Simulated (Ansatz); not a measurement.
**Single-point calculation of Ni**

Ni (Fm-3m, 2 atoms in the cell), computed with DFT, PBE, PAW with Ansatz's default frozen-core files, scalar-relativistic, spin-polarised (Ansatz 0.2.0).

It belongs to a series of runs on one base structure; here: bulk in the slab's orientation, PAW files. Figures and captions count atoms from 1; the log counts them from 0 in places.

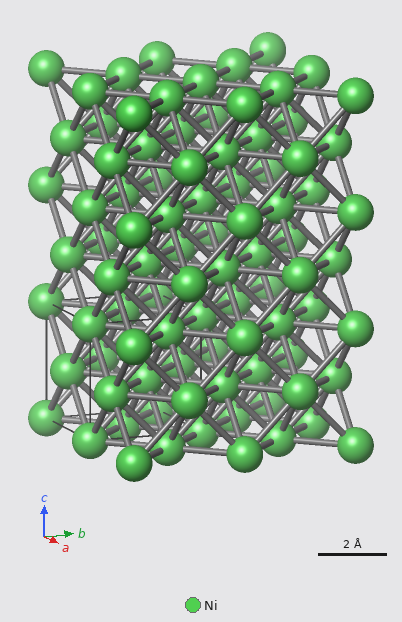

Figure 1. The structure as given in the input (ball-and-stick view of the cell 2 times as large as that of the calculation, set on its symmetry axes, repeated 2 × 2 × 3, seen slightly off an axis). Near neighbours in the crystal (not all of them lie inside the picture): Ni has 12 Ni at 2.49 Å.

## Key numbers

| quantity | value |
| --- | --- |
| outcome | converged |
| space group (tolerance 0.01 Å) | Fm-3m (225) |
| electrons treated | 36 |
| free energy | −11679.4966 eV |
| Fermi energy | 18.116 eV |
| net moment of the cell | 1.25 μB |
| integrated absolute moment | 1.42 μB |
| pressure | −0.01 GPa |
| largest force (length of the vector) | under 0.001 eV/Å |
| hardware | 2 threads of Intel Xeon (Granite Rapids), 64 GiB of memory available, shared host |
| wall time | 6.6 s (CPU time 13 s) |
| peak memory | 0.56 GiB |

## The input
```yaml
crystal:
  lattice:
    - [1.760262709, 1.760262709, 0.0]
    - [-1.760262709, 1.760262709, 0.0]
    - [0.0, 0.0, 3.5205254179]
  atoms:
    - { symbol: Ni, position: [0.0, 0.0, 0.0], spin: 1.0 }
    - { symbol: Ni, position: [0.5, 0.5, 0.5], spin: 1.0 }
magnetization:
  spin_polarized: true
kpoints:
  mp_grid: { grid: [16, 16, 12] }
scf:
  occupations: { method: fermi_dirac, width: 0.1 }
hamiltonian:
  xc: pbe
  pseudopotentials: { kind: paw }
output:
  forces: true
  stress: true
  eigenvalues: true
```

Command:
```bash
ansatz run input.yaml --threads 2 --pin off --max-ram 6144MiB --backend cpu --events-out ev --progress --plain --runs-dir out
```

## The program's output
```
Engine: ansatz 0.2.0, x86_64-unknown-linux-gnu
Pseudopotentials: kind: paw
Pseudopotential: Ni, paw, valence charge 18, recommended cutoff 420 eV (normal), Ni.paw.azcp
Functional definition: PBE
  parameter kappa = 0.804
  parameter beta = 0.06672455060314922
  exchange = pbe_x(kappa = kappa, mu = beta*pi^2/3)
  correlation = pbe_c(beta = beta)
Crystal: 2 atoms, lattice volume = 21.817 Å³
Basis set: ecut = 420 eV, 403 PW (Γ), exchange–correlation on 36×36×48 points (8 copies of the dense FFT grid, shifted against one another)
Bands: 23, of which v1, the nominal top of the filled ones, is band 18 counted from 1 (17 counted from 0)
Symmetry: 32 space group operations
Space group: Fm-3m (ITA 225), of the structure as read, at distance tolerance 2.8e-5 Å
Magnetic group: BNS 225.116 (UNI 1618), of the structure as read, at distance tolerance 2.8e-5 Å
k-points: 315 of 3072
Non-local potential: Ni, projectors of the file, l = 0: 3, l = 1: 2, l = 2: 3, l = 3: 1
PAW form: soft (Blöchl's): semilocal exchange-correlation on the pseudo side does not see the compensation charge
PAW one-centre angular grid: Ni, 590 points (default); XC on 64 Gauss nodes
Initial density: superposition of atomic densities (chi_scale 0.1, normalization cell)
Starting moments: Σ|m| = 2 μB on 2 of 2 sites
Initial wavefunctions: pseudopotential atomic-orbital guess
Functional: x = pbe(κ = 0.804, μ = 0.2195149727645171), c = pbe(β = 0.06672455060314922)
iter 1 solved again at ethr=2.80e-3 eV; its pass at ethr=3.10e-3 eV (dr2=1.01e0 eV) is discarded
SCF iter   1: F=—  HF=-11677.941514 eV  |F-HF|=—  |Δ(HF+E_count)|=         —  Δρ=4.92e-2 (↑3.92e-2 ↓4.92e-2)  dr2=1.01e0  dr2_m=1.79e-2  M=1.699 μB ∫|m|=1.810 μB  β_m=0.30  ethr=2.80e-3  ⟨swp⟩=1.0  Hψ=71452  notcnv=0
Mixer restart at iter 1: flushing history
preconditioner: auto → none  [metal: Δε(μ)=0.002 eV  Ē_g=9.352 eV  σ=0.100 eV  W_gap=0.00  n_scr=6 (ndim 8)  ℏωp=35.6 eV  f_vac=0.000  D(μ)=3.09/eV (n_scr^D=48)  sad-step TF]
SCF iter   2: F=—  HF=-11677.827423 eV  |F-HF|=—  |Δ(HF+E_count)|=   1.14e-1  Δρ=1.93e-2 (↑1.16e-2 ↓1.93e-2)  dr2=2.67e-2  dr2_m=2.12e-2  M=1.570 μB ∫|m|=1.695 μB  β_m=0.29  ethr=2.80e-3  ⟨swp⟩=2.0  Hψ=21968  notcnv=0
SCF iter   3: F=—  HF=-11678.345503 eV  |F-HF|=—  |Δ(HF+E_count)|=   5.18e-1  Δρ=2.31e-2 (↑9.34e-3 ↓2.31e-2)  dr2=4.98e-2  dr2_m=2.77e-2  M=1.501 μB ∫|m|=1.639 μB  β_m=0.15  ethr=7.41e-5  ⟨swp⟩=2.0  Hψ=27526  notcnv=0  defer=25
SCF iter   4: F=—  HF=-11678.815983 eV  |F-HF|=—  |Δ(HF+E_count)|=   4.70e-1  Δρ=1.75e-2 (↑7.15e-3 ↓1.75e-2)  dr2=1.72e-2  dr2_m=2.54e-2  M=1.443 μB ∫|m|=1.591 μB  β_m=0.30  ethr=7.41e-5  ⟨swp⟩=2.1  Hψ=27580  notcnv=0  defer=25
SCF iter   5: F=—  HF=-11679.235817 eV  |F-HF|=—  |Δ(HF+E_count)|=   4.20e-1  Δρ=6.68e-3 (↑6.03e-3 ↓6.68e-3)  dr2=2.31e-3  dr2_m=6.12e-3  M=1.372 μB ∫|m|=1.527 μB  β_m=0.81  ethr=4.79e-5  ⟨swp⟩=2.0  Hψ=26004  notcnv=0  defer=35
SCF iter   6: F=—  HF=-11679.497412 eV  |F-HF|=—  |Δ(HF+E_count)|=   2.62e-1  Δρ=4.29e-3 (↑1.91e-3 ↓4.29e-3)  dr2=4.34e-3  dr2_m=3.38e-4  M=1.245 μB ∫|m|=1.421 μB  β_m=0.85  ethr=6.42e-6  ⟨swp⟩=2.5  Hψ=33568  notcnv=0  defer=54
SCF iter   7: F=—  HF=-11679.496510 eV  |F-HF|=—  |Δ(HF+E_count)|=   9.03e-4  Δρ=1.11e-3 (↑2.34e-4 ↓1.11e-3)  dr2=2.13e-4  dr2_m=4.98e-5  M=1.247 μB ∫|m|=1.424 μB  β_m=0.93  ethr=6.42e-6  ⟨swp⟩=2.3  Hψ=24564  notcnv=0  defer=54
SCF iter   8: F=—  HF=-11679.496634 eV  |F-HF|=—  |Δ(HF+E_count)|=   1.24e-4  Δρ=3.14e-4 (↑7.45e-5 ↓3.14e-4)  dr2=1.78e-5  dr2_m=3.36e-6  M=1.245 μB ∫|m|=1.422 μB  β_m=0.93  ethr=5.92e-7  ⟨swp⟩=2.1  Hψ=20447  notcnv=0  defer=54
SCF iter   9: F=—  HF=-11679.496635 eV  |F-HF|=—  |Δ(HF+E_count)|=   1.34e-6  Δρ=5.44e-5 (↑7.92e-6 ↓5.44e-5)  dr2=4.29e-7  dr2_m=1.28e-7  M=1.245 μB ∫|m|=1.421 μB  β_m=0.97  ethr=4.94e-8  ⟨swp⟩=2.1  Hψ=19653  notcnv=0  defer=54
SCF iter  10: F=—  HF=-11679.496635 eV  |F-HF|=—  |Δ(HF+E_count)|=   2.47e-8  Δρ=4.68e-6 (↑4.68e-6 ↓2.65e-6)  dr2=6.11e-9  dr2_m=3.66e-10  M=1.245 μB ∫|m|=1.421 μB  β_m=0.98  ethr=1.19e-9  ⟨swp⟩=2.1  Hψ=21994  notcnv=0  defer=54
SCF iter  11: F=-11679.496635 eV  HF=-11679.496635 eV  |F-HF|=2.18e-9  |Δ(HF+E_count)|=   4.68e-9  Δρ=2.78e-6 (↑1.75e-6 ↓2.78e-6)  dr2=2.66e-9  dr2_m=7.24e-11  M=1.245 μB ∫|m|=1.421 μB  ethr=1.70e-11  ⟨swp⟩=2.2  Hψ=45949  notcnv=0
SCF 1 converged in 11 iterations: F = -11679.496635 eV  dr2 = 2.66e-9
  greatest PAW one-centre occupation: 1.001 electrons in one spin orbital (limit 2), on the Ni atom at site 1 (counted from 0), in its partial waves of l = 1
```

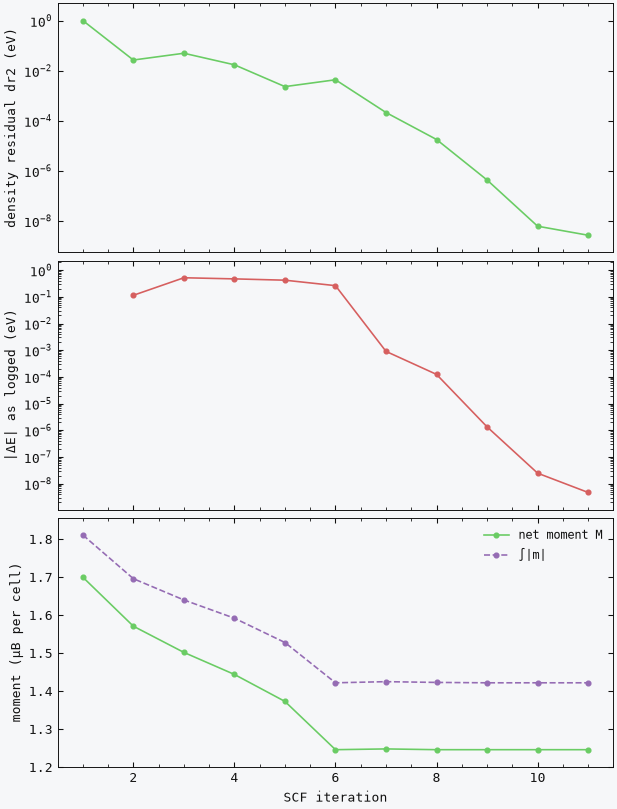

Figure 2. Convergence of the self-consistent field: density residual dr2, size of the energy change and magnetic moment against the SCF iteration. The residual falls almost steadily, with no more than small rises. The net moment goes from 1.7 to 1.2 μB per cell.

```
SCF converged after 11 iterations
Magnetization: 1.2451 μB (18.6225 up, 17.3775 down)
Absolute magnetization: 1.4229 μB (∫|ρ↑−ρ↓|, with the PAW one-centre terms)
Spin contamination: 0.0136 ħ² per cell (⟨S²⟩ above its minimum at these occupations)
Per-site moments (μB) at R_I (Å): [(0.660333334239201, 1.0268723010034706), (0.6603333342392006, 1.0268723010034706)]
Free energy (F): -11679.496635 eV
Harris-Foulkes:  -11679.496635 eV  (|F-HF|=2.18e-9)
Internal energy: -11679.389337 eV  (E = F + TS)
E sigma→0 (E₀):  -11679.442986 eV
Entropy (-TS):   -0.107298 eV (-53.649 meV/atom)
Fermi energy:    18.115876 eV
--- Per-component energies (eV) ---
  E_band       = -570.386848
  E_kinetic    = 564.109809
  E_local      = -6882.817349  (includes V_loc(G=0)·N_el)
  E_nonlocal   = 1271.202175
  E_hartree    = 2872.949330
  E_xc         = -169.544334
  E_vxc        = -218.623911  (∫ρ·V_xc dr)
  E_paw        = -3259.320428  (= ΣΔE_a)
  E_vpaw       = -1050.162981  (= ΣTr[D̂ρ^β])
  E_aug_tail   = 0.001185  (compensation charges beyond the density's cutoff)
  E_ewald      = -6075.969724
  E_smearing   = -0.107298  (= −TS)
  E_closure    = -0.000000  (closes the sum)
  Σ components = -11679.496635   (vs F -11679.496635, Δ=0.00e0)
--- Forces (eV/Å), atoms counted from 1 ---
  atom   1  Ni     0.00000000     0.00000000     0.00000000
  atom   2  Ni    -0.00000000     0.00000000     0.00000000
  max |Σ_I F_I| component: 2.26e-29 eV/Å
--- Stress (GPa, compression-positive) ---
       -0.039306       0.000000       0.000000
       -0.000000      -0.039306       0.000000
        0.000000       0.000000       0.036689
  P = ⅓ Tr σ = -0.0140 GPa (-0.140 kbar)
--- Band table (eV; the first three rows and the last of 630) ---
  k-point 0 ↑: bands = ["-85.5352", "-85.4912", "-45.9986", "-45.8752", "-45.8752", "-45.7940", "-45.7940", "-45.7939", "9.0154", "13.4335", "13.9063", "15.6826", "15.6826", "15.6831", "16.8539", "16.8545", "17.5677", "17.6589", "17.6589", "20.4686", "27.2438", "32.8319", "32.8319"]
  k-point 1 ↑: bands = ["-85.5345", "-85.4919", "-45.9953", "-45.8738", "-45.8738", "-45.7975", "-45.7954", "-45.7954", "9.1061", "13.4390", "13.9343", "15.6503", "15.7081", "15.7081", "16.8242", "16.8657", "17.5552", "17.6132", "17.6132", "19.9913", "27.8812", "32.9723", "32.9723"]
  k-point 2 ↑: bands = ["-85.5323", "-85.4941", "-45.9854", "-45.8697", "-45.8697", "-45.8081", "-45.7994", "-45.7994", "9.3756", "13.4387", "14.0167", "15.5546", "15.7839", "15.7839", "16.7368", "16.9004", "17.4827", "17.4827", "17.5185", "18.9339", "29.4286", "33.3839", "33.3839"]
  k-point 314 ↓: bands = ["-84.6608", "-84.6608", "-45.1310", "-45.1310", "-45.1310", "-45.1310", "-45.0678", "-45.0678", "14.7163", "14.7163", "15.6286", "15.6286", "15.6286", "15.6286", "17.3622", "17.3622", "18.5153", "18.5153", "25.9512", "25.9512", "25.9512", "25.9512", "28.1780"]
```

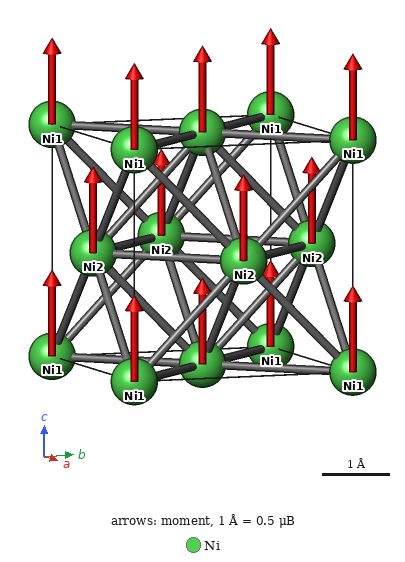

Figure 3. Magnetic moments of the sites as red arrows (ball-and-stick view of the cell 2 times as large as that of the calculation, set on its symmetry axes, seen slightly off an axis; atoms are numbered from 1 in the order of the input); small moments hardly show. The run is collinear, so the axis drawn is arbitrary. Site moments: Ni1, Ni2 (0.66 μB). They are counted near the atoms and needn't add up to the moment of the cell.
